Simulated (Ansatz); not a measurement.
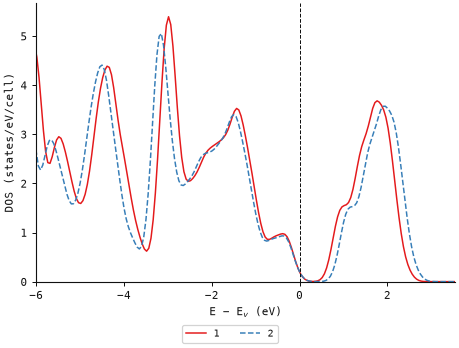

Total densities of states of PtS₂, space group C2/m (No. 12), 3 atoms in the cell, 1T (CdI2) bulk type, uniaxial (x) strain +1.5%, by two methods on the same cell. The curves are built from the levels of the k mesh with Gaussians 0.3 eV wide, which also blur the band edges. Each is counted from its own valence-band top.

> Which curve is which? The methods: r2SCAN, PBE.

1 is PBE; 2 is r2SCAN. PBE gives a gap of 0.55 eV and r2SCAN gives a gap of 0.81 eV.

Settings. PBE: DFT, PBE, plane waves, PAW, no spin polarisation, 12×12×6 k mesh, 420 eV cutoff (Ansatz 0.2.0). r2SCAN: DFT, r2SCAN, plane waves, PAW, no spin polarisation, 12×12×6 k mesh, 500 eV cutoff (Ansatz 0.2.0).

Spin-orbit coupling is left out, which matters for Pt.
